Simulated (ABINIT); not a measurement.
# Quasiparticle gap of BaTiO3 (P4mm) in ABINIT

How does a plane-wave GW calculation on BaTiO3 (P4mm) run from the first input to the gap?

Method: LDA and many-body steps on it, plane waves, in ABINIT 10.8.3.

### Step 1. The starting structure

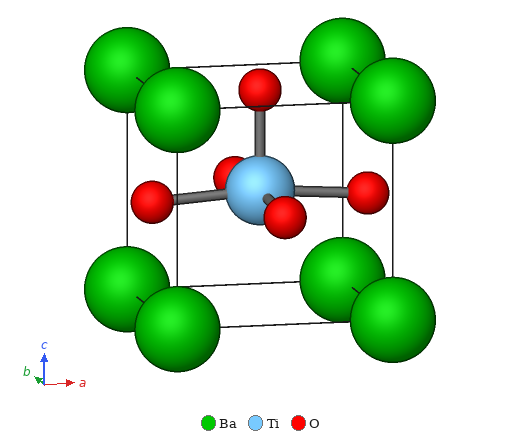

Start, viewed slightly off an axis; barium green, titanium blue, oxygen red. Some periodic images of atoms are drawn too.

Structure file:

```cif
data_structure
_symmetry_space_group_name_H-M 'P 1'
_symmetry_Int_Tables_number 1
_cell_length_a 3.9905
_cell_length_b 3.9905
_cell_length_c 4.0230
_cell_angle_alpha 90.000
_cell_angle_beta 90.000
_cell_angle_gamma 90.000
_cell_volume 64.06
loop_
_atom_site_label
_atom_site_type_symbol
_atom_site_fract_x
_atom_site_fract_y
_atom_site_fract_z
_atom_site_occupancy
Ba1 Ba 0.00000 0.00000 0.00000 1
Ti2 Ti 0.50000 0.50000 0.52200 1
O3 O 0.50000 0.50000 0.97900 1
O4 O 0.50000 0.00000 0.48800 1
O5 O 0.00000 0.50000 0.48800 1
```

The cell and positions come from the Crystallography Open Database and are kept as given unless a step says otherwise. Spin-orbit coupling is left out unless a step names it.

### Step 2. Ground state

This step: ABINIT 10.8.3; DFT, LDA, plane waves, norm-conserving pseudopotentials.

The ground-state density comes first.

The input, run.abi:

```
acell 3*1.0 Angstrom
rprim 
  3.990480000000 0.000000000000 0.000000000000
  0.000000000000 3.990480000000 0.000000000000
  0.000000000000 0.000000000000 4.023030000000
ntypat 3
znucl 56 22 8
natom 5
typat 1 2 3 3 3
xred 
  0.000000000000 0.000000000000 0.000000000000
  0.500000000000 0.500000000000 0.522000000000
  0.500000000000 0.500000000000 0.979000000000
  0.500000000000 0.000000000000 0.488000000000
  0.000000000000 0.500000000000 0.488000000000
pp_dirpath "pseudos"
pseudos "Ba.upf, Ti.upf, O.upf"
ecut 38
ngkpt 6 6 6
nshiftk 1
shiftk 0 0 0
kptopt 1
chksymbreak 0
nband 26
occopt 1
tolvrs 1e-10
nstep 60
prtwf 0
indata_prefix "in"
outdata_prefix "out"
tmpdata_prefix "tmp"
```

Launch:

```
OMP_NUM_THREADS=1 mpirun -n 4 abinit run.abi > log
```

Numbers of over 12 decimals in the logs are rounded to 6 here.

The log of the run:

```text
.Version 10.8.3 of ABINIT. v10.8.2 released Aug 2026.

 Symmetries : space group P4 m m (# 99); Bravais tP (primitive tetrag.)
================================================================================
 Values of the parameters that define the memory need of the present run
     intxc =       0    ionmov =       0      iscf =       7    lmnmax =       6
     lnmax =       6     mgfft =      45  mpssoang =       3    mqgrid =    3001
     natom =       5  nloc_mem =       1    nspden =       1   nspinor =       1
    nsppol =       1      nsym =       8    n1xccc =    2501    ntypat =       3
    occopt =       1   xclevel =       1
-    mband =          26        mffmem =           1         mkmem =          10
       mpw =        4860          nfft =       91125          nkpt =          40
================================================================================
  Rough estimation (10% accuracy) of disk space for files :
================================================================================

--------------------------------------------------------------------------------
------------- Echo of variables that govern the present computation ------------
--------------------------------------------------------------------------------
 -outvars: echo values of preprocessed input variables --------
            acell      1.8897261259E+00  1.8897261259E+00  1.8897261259E+00 Bohr

      chksymbreak           0
             ecut      3.80000000E+01 Hartree
-          fftalg         312

              ixc       -1012
              kpt      0.00000000E+00  0.00000000E+00  0.00000000E+00
                       1.66666667E-01  0.00000000E+00  0.00000000E+00
                       3.33333333E-01  0.00000000E+00  0.00000000E+00
                       5.00000000E-01  0.00000000E+00  0.00000000E+00
                       1.66666667E-01  1.66666667E-01  0.00000000E+00
                       3.33333333E-01  1.66666667E-01  0.00000000E+00
                       5.00000000E-01  1.66666667E-01  0.00000000E+00
                       3.33333333E-01  3.33333333E-01  0.00000000E+00
                       5.00000000E-01  3.33333333E-01  0.00000000E+00
   [... 29 further rows ...]
                       5.00000000E-01  3.33333333E-01  5.00000000E-01
                       5.00000000E-01  5.00000000E-01  5.00000000E-01
         kptrlatt        6    0    0      0    6    0      0    0    6
          kptrlen      4.52454859E+01
P           mkmem          10
            natom           5
            nband          26
            ngfft          45      45      45
             nkpt          40
            nstep          60
             nsym           8
           ntypat           3
              occ      2.000000  2.000000  2.000000  2.000000  2.000000  2.000000
                       2.000000  2.000000  2.000000  2.000000  2.000000  2.000000
                       2.000000  2.000000  2.000000  2.000000  2.000000  2.000000
                       2.000000  2.000000  0.000000  0.000000  0.000000  0.000000
                       0.000000  0.000000
            prtwf           0
            rprim      3.9904800000E+00  0.0000000000E+00  0.0000000000E+00
[...]
spgroup          99

           tolvrs      1.00000000E-10

             xred      0.0000000000E+00  0.0000000000E+00  0.0000000000E+00
[...]
znucl       56.00000   22.00000    8.00000

================================================================================

 chkinp: Checking input parameters for consistency.

================================================================================
== DATASET  1 ==================================================================
-   mpi_nproc: 4, omp_nthreads: 1 (-1 if OMP is not activated)

--- !DatasetInfo
iteration_state: {dtset: 1, }
dimensions: {natom: 5, nkpt: 40, mband: 26, nsppol: 1, nspinor: 1, nspden: 1, mpw: 4860, }
cutoff_energies: {ecut:  38.0, pawecutdg:  -1.0, }
electrons: {nelect:   4.00000000E+01, charge:   0.00000000E+00, occopt:   1.00000000E+00, tsmear:   1.00000000E-02, }

 Real(R)+Recip(G) space primitive vectors, cartesian coordinates (Bohr,Bohr^-1):
 R(1)=  7.5409143  0.0000000  0.0000000  G(1)=  0.1326099  0.0000000  0.0000000
 R(2)=  0.0000000  7.5409143  0.0000000  G(2)=  0.0000000  0.1326099  0.0000000
 R(3)=  0.0000000  0.0000000  7.6024249  G(3)=  0.0000000  0.0000000  0.1315370
 Unit cell volume ucvol=  4.3231485E+02 bohr^3
 Angles (23,13,12)=  9.00000000E+01  9.00000000E+01  9.00000000E+01 degrees

 getcut: wavevector=  0.0000  0.0000  0.0000  ngfft=  45  45  45
         ecut(hartree)=     38.000   => boxcut(ratio)=   2.08566

--- Pseudopotential description ------------------------------------------------
- Ba Generated using ONCVPSP code by D. R. Hamann
- 56.00000  10.00000  180309                  znucl, zion, pspdat
12 -1012 2 -1 1912                            pspcod,pspxc,lmax,lloc,mmax
     nproj     2     2     2
  pspatm : epsatm=   25.95172157
         --- l  ekb(1:nproj) -->
[...]
pspatm: atomic psp has been read  and splines computed

- Ti Generated using ONCVPSP code by D. R. Hamann
- 22.00000  12.00000  180309                  znucl, zion, pspdat
12 -1012 2 -1 1568                            pspcod,pspxc,lmax,lloc,mmax
[...]
ETOT  7  -137.39574244137    -1.001E-02 1.025E-02 4.339E+00
 ETOT  8  -137.39662280926    -8.804E-04 1.084E-02 1.848E-01
 ETOT  9  -137.39665204667    -2.924E-05 5.611E-03 4.724E-02
 ETOT 10  -137.39666188615    -9.839E-06 1.027E-02 1.275E-03
 ETOT 11  -137.39666213146    -2.453E-07 5.176E-03 7.897E-05
 ETOT 12  -137.39666214739    -1.594E-08 6.235E-03 3.065E-07
 ETOT 13  -137.39666214748    -8.785E-11 4.346E-03 1.435E-08
 ETOT 14  -137.39666214749    -1.128E-11 6.044E-03 4.705E-10
 ETOT 15  -137.39666214749     5.656E-12 3.378E-03 3.427E-11

 At SCF step   15       vres2   =  3.43E-11 < tolvrs=  1.00E-10 =>converged.

 Cartesian components of stress tensor (hartree/bohr^3)
  sigma(1 1)=  2.67484720E-04  sigma(3 2)=  0.00000000E+00
  sigma(2 2)=  2.67484720E-04  sigma(3 1)=  0.00000000E+00
  sigma(3 3)=  1.88713227E-04  sigma(2 1)=  0.00000000E+00

--- !ResultsGS
iteration_state: {dtset: 1, }
comment   : Summary of ground state results
lattice_vectors:
- [  7.5409143,   0.0000000,   0.0000000, ]
- [  0.0000000,   7.5409143,   0.0000000, ]
- [  0.0000000,   0.0000000,   7.6024249, ]
lattice_lengths: [   7.54091,    7.54091,    7.60242, ]
lattice_angles: [ 90.000,  90.000,  90.000, ] # degrees, (23, 13, 12)
lattice_volume:   4.3231485E+02
convergence: {deltae:  5.656E-12, res2:  3.427E-11, residm:  3.378E-03, diffor: null, }
etotal    :  -1.37396662E+02
entropy   :   0.00000000E+00
fermie    :   2.33784656E-01
cartesian_stress_tensor: # hartree/bohr^3
- [  2.67484720E-04,   0.00000000E+00,   0.00000000E+00, ]
- [  0.00000000E+00,   2.67484720E-04,   0.00000000E+00, ]
- [  0.00000000E+00,   0.00000000E+00,   1.88713227E-04, ]
pressure_GPa:  -7.0972E+00
xred      :
- [  0.0000E+00,   0.0000E+00,   0.0000E+00, Ba]
- [  5.0000E-01,   5.0000E-01,   5.2200E-01, Ti]
- [  5.0000E-01,   5.0000E-01,   9.7900E-01,  O]
- [  5.0000E-01,   0.0000E+00,   4.8800E-01,  O]
- [  0.0000E+00,   5.0000E-01,   4.8800E-01,  O]
cartesian_forces: # hartree/bohr
- [ -0.00000000E+00,  -0.00000000E+00,   3.24433873E-03, ]
- [ -0.00000000E+00,  -0.00000000E+00,  -1.99133254E-03, ]
- [ -0.00000000E+00,  -0.00000000E+00,  -3.17441624E-03, ]
- [ -0.00000000E+00,  -0.00000000E+00,   9.60705026E-04, ]
- [ -0.00000000E+00,  -0.00000000E+00,   9.60705026E-04, ]
force_length_stats: {min:   9.60705026E-04, max:   3.24433873E-03, mean:   2.06629951E-03, }

 Integrated electronic density in atomic spheres:
 ------------------------------------------------
 Atom  Sphere_radius  Integrated_density
[...]
================================================================================

 ----iterations are completed or convergence reached----

 Mean square residual over all n,k,spin=   94.450E-07; max=  33.782E-04
 reduced coordinates (array xred) for    5 atoms
       0.000000000000      0.000000000000      0.000000000000
       0.500000000000      0.500000000000      0.522000000000
       0.500000000000      0.500000000000      0.979000000000
       0.500000000000      0.000000000000      0.488000000000
       0.000000000000      0.500000000000      0.488000000000
 rms dE/dt=  1.0088E-02; max dE/dt=  2.4133E-02; dE/dt below (all hartree)
    1       0.000000000000      0.000000000000     -0.024664816456
    2       0.000000000000      0.000000000000      0.015138981145
    3       0.000000000000      0.000000000000      0.024133286084
    4       0.000000000000      0.000000000000     -0.007303662752
    5       0.000000000000      0.000000000000     -0.007303662752

 cartesian coordinates (angstrom) at end:
    1      0.000000     0.000000     0.000000
    2      1.995240     1.995240     2.100022
    3      1.995240     1.995240     3.938546
    4      1.995240     0.000000     1.963239
    5      0.000000     1.995240     1.963239

 cartesian forces (hartree/bohr) at end:
[...]
frms,max,avg= 1.3270008E-03 3.2443387E-03   0.000E+00  0.000E+00 -3.296E-09 h/b

 cartesian forces (eV/Angstrom) at end:
    1     -0.000000    -0.000000     0.166831
    2     -0.000000    -0.000000    -0.102398
    3     -0.000000    -0.000000    -0.163235
    4     -0.000000    -0.000000     0.049401
    5     -0.000000    -0.000000     0.049401
 frms,max,avg= 6.8237123E-02 1.6683061E-01   0.000E+00  0.000E+00 -1.695E-07 e/A
 length scales=  1.889726125908  1.889726125908  1.889726125908 bohr
              =  1.000000000000  1.000000000000  1.000000000000 angstroms
 prteigrs : about to open file out_EIG
 Fermi (or HOMO) energy (hartree) =   0.23378   Average Vxc (hartree)=  -0.43906
 Eigenvalues (hartree) for nkpt=  40  k points:
 kpt#   1, nband= 26, wtk=  0.00463, kpt=  0.0000  0.0000  0.0000 (reduced coord)
  -1.81922   -0.96036   -0.95763   -0.95763   -0.67771   -0.37675   -0.35242   -0.34810
  -0.13141   -0.13141   -0.13141    0.14637    0.14716    0.14716    0.18139    0.18139
   0.18969    0.21771    0.22008    0.22008    0.29865    0.31256    0.31256    0.38966
   0.41040    0.41524
 prteigrs : prtvol=0 or 1, do not print more k-points.

--- !EnergyTerms
iteration_state     : {dtset: 1, }
comment             : Components of total free energy in Hartree
kinetic             :  6.26240498768174E+01
hartree             :  2.97518247761362E+01
xc                  : -2.77383705813005E+01
Ewald energy        : -1.03492580402229E+02
psp_core            :  5.51654533837972E+00
local_psp           : -1.00246673199634E+02
non_local_psp       : -3.81145795565714E+00
total_energy        : -1.37396662147488E+02
total_energy_eV     : -3.73875364260385E+03
band_energy         : -1.09029458675463E+01

 Cartesian components of stress tensor (hartree/bohr^3)
  sigma(1 1)=  2.67484720E-04  sigma(3 2)=  0.00000000E+00
  sigma(2 2)=  2.67484720E-04  sigma(3 1)=  0.00000000E+00
  sigma(3 3)=  1.88713227E-04  sigma(2 1)=  0.00000000E+00

-Cartesian components of stress tensor (GPa)         [Pressure= -7.0972E+00 GPa]
- sigma(1 1)=  7.86967217E+00  sigma(3 2)=  0.00000000E+00
- sigma(2 2)=  7.86967217E+00  sigma(3 1)=  0.00000000E+00
- sigma(3 3)=  5.55213484E+00  sigma(2 1)=  0.00000000E+00

== END DATASET(S) ==============================================================
================================================================================

 -outvars: echo values of variables after computation  --------
           etotal     -1.3739666215E+02
            nband          26
             nkpt          40
          spgroup          99
 [... the other variables as echoed above ...]

 Calculation completed.
```

Run time: 63 s. Hardware: 4 MPI ranks of Arm Neoverse V2, shared host; peak memory 0.39 GiB; 4.2 min of CPU time.

Numbers from this step:

| Item | Value |
| --- | --- |
| total energy | -3738.7536 eV |
| gap | 1.765 eV |
| k of the valence top | 0.5, 0.5, 0.5 |
| k of the conduction bottom | 0, 0, 0 |
| least direct gap | 2.138 eV |
| pressure | -7.097 GPa |

The gap is indirect, with the least direct gap 0.37 eV higher.

The cutoff was set for levels, not for stress, so the pressure can be off by some GPa.

(Continued in part 2 of 3.)

[Paths, hosts, dates, memory and timing lines, banners, echoed tables and standing remarks are left out of the program output.]

[Logs are printed without paths, hosts, clocks, repeated set-up lines and the standing remarks that a program may print on its own settings, such as how far it seeks lower states.]

[Runs of the session that timed out or met a known fault of the program may be left out.]

[Hosts, paths, dates, database ids (printed as entryN), source tags and the programs' standing remarks are cut or masked in the printed files.]

[G0W0 gaps are taken among the corrected bands and points alone; a level outside them can change the order at an edge.]

[Where Ansatz stands beside ABINIT at settings called matched, ABINIT's density can come from a denser mesh and the files from another edition; pairs whose starting gaps differed by over 0.03 eV were left out, so agreement reads better than it is.]
